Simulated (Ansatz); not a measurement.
Hf₃S₄ (slab)

Input

```
crystal:
  lattice:
    - [3.6514120407, 0.0, 0.0]
    - [0.0, 6.8573390589, 0.0]
    - [0.0, 0.0, 21.3244311738]
  atoms:
    - { symbol: Hf, position: [0.5, 0.0, 0.3517092643] }
    - { symbol: S, position: [0.0, 0.7890125587, 0.4011395095] }
    - { symbol: S, position: [0.5, 0.2109874413, 0.4505697548] }
    - { symbol: Hf, position: [0.0, 0.0, 0.5] }
    - { symbol: S, position: [0.5, 0.7890125587, 0.5494302452] }
    - { symbol: S, position: [0.0, 0.2109874413, 0.5988604905] }
    - { symbol: Hf, position: [0.5, 0.0, 0.6482907357] }
basis:
  ecutwfc: 420
kpoints:
  mp_grid: { grid: [7, 4, 1] }
hamiltonian:
  xc: pbe
scf:
  occupations: { method: gaussian, width: 0.05 }
output:
  forces: true
  stress: true
  eigenvalues: true
  write_density: true
  write_potential: true
  elf: true
  volumetric_format: npy
efield:
  axis: 3
  dipole_correction: true
  ramp_width: 0.04
```

Run with:

```sh
ansatz run input.yaml --threads 1 --pin off --max-ram 2560MiB --backend cpu --events-out ev --progress --plain --runs-dir out
```

Changed on purpose from its base cell (repeats removed: 1); not relaxed (largest force 2.0 eV/Å).

Computed with Ansatz, DFT PBE, scalar-relativistic, plane waves, PAW.

**What can the converged valence pseudo-density and electron localisation function tell about the bonding?**

Hf–S (2.56 Å): the density is about 0.43 e/Å³ at the midpoint; the ELF peaks at about 0.85 in the valence shell of S, 0.8 Å from its nucleus, and is about 0.35 at the midpoint.

**Metal or insulator at this level of theory?**

It is gapless in this calculation (a metal or semimetal).

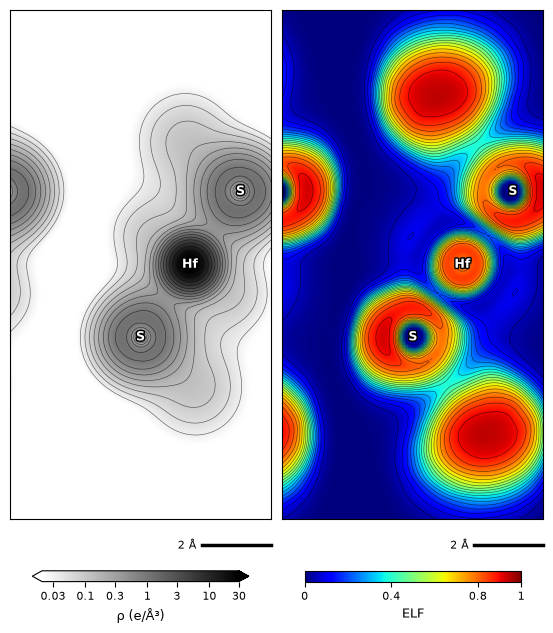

Computed valence pseudo-density and electron localisation function on the (100) plane of the calculation cell, a cut from vacuum to vacuum, in this order. 

Core electrons are frozen (PAW), and the valence fields are smoothed inside the atomic spheres.
